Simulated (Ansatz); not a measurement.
Structure data:

```
Ba Ti O
1.0
     3.96744    0.00000    0.00000
     0.00000    3.96744    0.00000
     0.00000    0.00000    4.06465
Ba Ti O
1 1 3
Direct
  0.50000 0.50000 0.58213
  0.00000 0.00000 0.09898
  0.00000 0.50000 0.06403
  0.50000 0.00000 0.06403
  0.00000 0.00000 0.55083
```

> Describe what this structure looks like.

It has the composition BaTiO3. It is primitive tetragonal, space group P4mm (No. 99). In the cell are 1 Ba, 1 Ti, 3 O, which makes 1 formula unit. The polyhedra are TiO6 octahedra; they share corners. About every Ba there are twelve O in a cuboctahedral arrangement at 2.79 to 2.89 Å. Ti is linked to six O in a distorted octahedral arrangement at 1.84 to 2.23 Å. O is linked to four Ba and two Ti in a distorted octahedral arrangement (2.79 to 2.89 Å to Ba, 1.84 to 2.23 Å to Ti). The bonds build a three-dimensional framework.

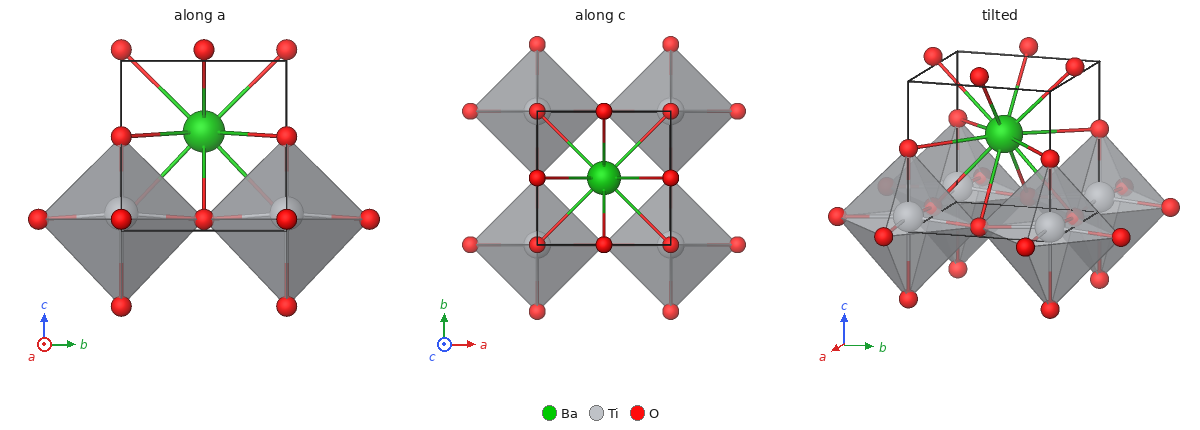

Crystal structure, polyhedral style, seen along the a axis, along the c axis and slightly off an axis. Lines trace the edges of the conventional unit cell. Some neighbours outside the box are added.

Source of the structure: a structure listed in the Materials Project. Earlier steps of the study may have refined or changed the cell and positions. A calculation with Ansatz used it as input.
